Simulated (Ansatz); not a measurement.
```xyz
6
Lattice="3.5505 0.0000 0.0000 -1.7753 3.0749 0.0000 0.0000 0.0000 6.5081" Properties=species:S:1:pos:R:3 pbc="T T T"
Al    0.0000    0.0000    0.0000
O     0.0000    2.0499    0.0000
O     1.7753    1.0249    0.0000
O     1.7753    0.0000    3.2541
O     0.8876    1.5374    3.2541
O    -0.8876    1.5374    3.2541
```

Space group P6/mmm; a structure generated by program, which may or may not match a known phase; computed without spin polarisation.

All numbers below come from DFT PBE, scalar-relativistic, plane waves, PAW in Ansatz.

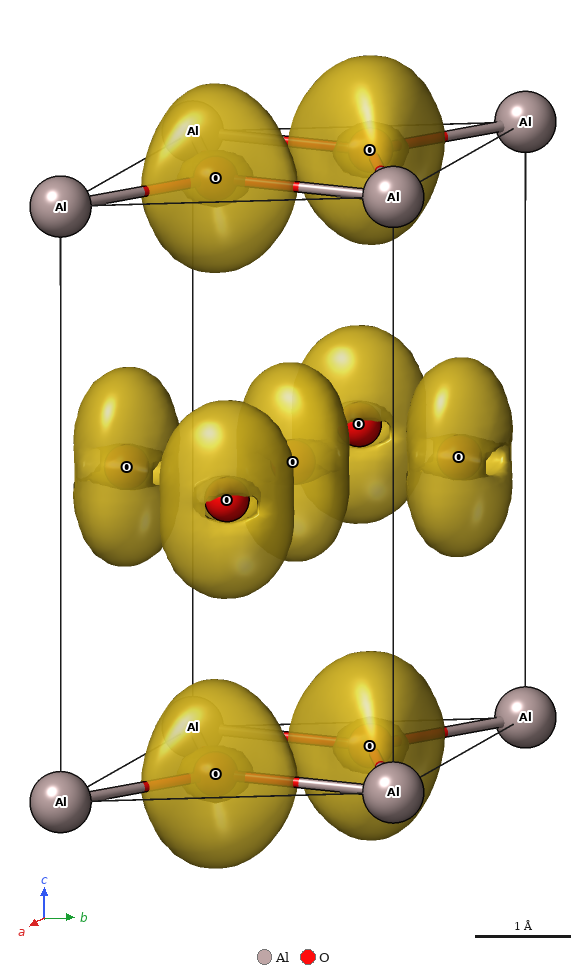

AlO₅. Isosurface of the electron localisation function at 0.7 (yellow), seen slightly off an axis. Core shells and regions of very low density are left out. Sticks mark near contacts.

Describe the localisation domains.

Answer. The ELF exceeds this value in five regions wrapped around O (the valence shell of each), counted in one cell of 6 atoms. Regions shared between cells count once. Along the contacts the grid gives the following. Al–O (2.05 Å): the ELF peaks at about 0.80 in the valence shell of O, 0.6 Å from its nucleus, and is about 0.65 at the midpoint.

Metal or insulator at this level of theory?

Answer. It is metallic or semimetallic at this level of theory: no gap opens.
